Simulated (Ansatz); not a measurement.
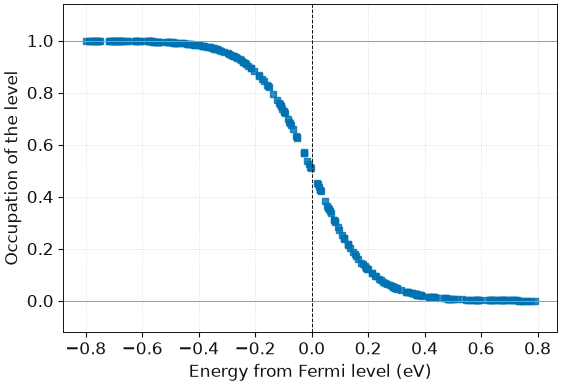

Occupations of the one-electron levels of the k mesh against their energy, from a run on Ge, space group Cmmm (No. 65), 1 atom in the cell, with Ansatz.

### Name the smearing function and its width.

Fermi-Dirac smearing with a width of 0.1 eV. The occupations stay between 0 and 1 and have long exponential tails; the slope at the Fermi level is 1/(4 × width).
